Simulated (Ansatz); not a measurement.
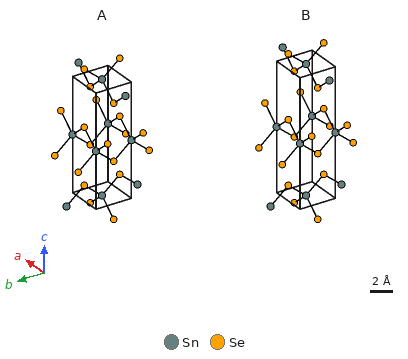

Two geometries of solid SnSe₂ (a generated structure, set up in P4_2/nmc), drawn at one scale. One is the start of a relaxation, the other its converged end. Style: ball-and-stick. Shown: the cell of the calculation, from a free direction.

Theory: DFT PBE, scalar-relativistic, plane waves, PAW in Ansatz. Settings: plane-wave cutoff 420 eV; k-point mesh 10 × 10 × 4; occupations gaussian; smearing width 0.02 eV; no spin polarisation; cell and atoms relaxed; force threshold 0.01 eV/Å; at most 60 steps.

**Which geometry has the lower energy?**

Structure A is the relaxed one. Case: Ge → Sn, S → Se on all its sites, cell and atoms relaxed. The largest moves relative to the cell, 0.19 Å, are those of Se atoms. Sn stays in place. The volume changes by −11.4 %, with a = b 3.971 → 3.978 Å (+0.2 %), c 13.933 → 12.309 Å (−11.7 %). The space group stays P4_2/nmc (No. 137). After 7 accepted moves (8 points after the start) the energy has fallen by 4.2 meV per atom. The largest force component goes from 0.0083 to 0.0024 eV/Å. The pressure goes from −0.15 to 0.01 GPa. The SCF was repeated once at an unchanged geometry on a basis and grid sized afresh for the cell, which shifted the energy by 0.4 meV per atom at most. Cost: 12 min on 1 thread of Arm Neoverse N1 (shared host), peak memory 0.79 GiB.
